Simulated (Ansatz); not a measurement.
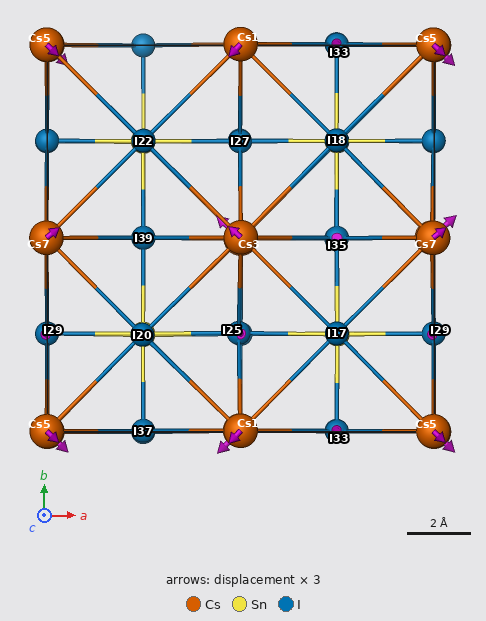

This is a relaxation of a defect cell of composition Cs8Sn8I23 (cell charge +1). The starting structure is drawn; purple arrows show the displacements, 3 times their true length.

A ball-and-stick model of the cell of the calculation (origin shifted), seen along the c axis.

Method: Ansatz 0.2.0, DFT, PBEsol, PAW, plane waves. (plane-wave cutoff 420 eV; k-point mesh 1 × 1 × 1; mesh shifted by (0.25, 0.25, 0.25); no spin polarisation; atoms relaxed in a fixed cell; force threshold 0.03 eV/Å; at most 80 steps)

Question: Atoms of which element are displaced furthest, and by how much?

Answer: Caesium: up to 0.36 Å, against 0.14 Å for iodine.

Question: What happened in the run?

Answer: After 4 geometry steps the energy has fallen by 0.313 eV per cell of the calculation. The largest force component goes from 0.45 to 0.029 eV/Å. The largest moves, 0.36 Å, are those of Cs atoms. By element the largest moves are Cs 0.36 Å, I 0.14 Å, Sn 0.11 Å. The cell doesn't change. Some distances before and after: Cs–I 4.391 → 4.017 Å, Cs–I 4.367 → 4.018 Å, Cs–I 4.324 → 4.020 Å, Cs–I 4.340 → 4.550 Å. Among the angles between lasting bonds that change: Cs–I–Cs 89.0° → 98.8°, Cs–I–Cs 91.2° → 81.7°, Cs–I–Cs 89.2° → 98.3°. The run took 4.3 s on 1 × NVIDIA GB200 with 8 threads of Arm Neoverse-V2, peak memory 2.2 GiB.

Limits of the set-up: the cell is charged, on a uniform background, and energies carry no finite-size correction.
